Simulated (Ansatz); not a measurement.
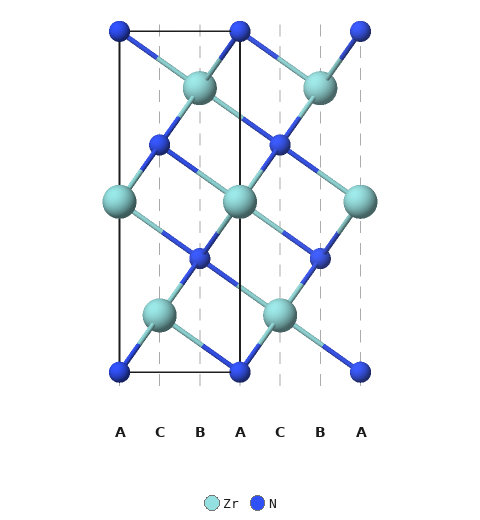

The picture looks along a close-packed row of the hexagonal mesh; [111] points upwards. The dashed lines mark the three columns A (0, 0), B (1/3, 2/3) and C (2/3, 1/3). The box is the hexagonal cell of the face-centred cubic lattice. The sequence starts with the first layer at or above the cell's origin.

System ZrN; source of the atomic positions: the end point of a relaxation with DFT PBE, scalar-relativistic, plane waves, PAW in Ansatz 0.2.0.

**List the layers of one repeat.**

N(A) – Zr(C) – N(B) – Zr(A) – N(C) – Zr(B) (six layers in 7.96 Å).

**How are the N layers alone stacked?**

N layers alone: ABC, the cubic close-packed type.

**Which positions between or in the N layers do the other atoms fill?**

Zr: three octahedral sites, counted in one hexagonal cell.

Heights of the layers:

```csv
layer,atoms (column),height (Å),to next (Å)
1,N(A),0.00,1.33
2,Zr(C),1.33,1.33
3,N(B),2.65,1.33
4,Zr(A),3.98,1.33
5,N(C),5.31,1.33
6,Zr(B),6.63,1.33
```
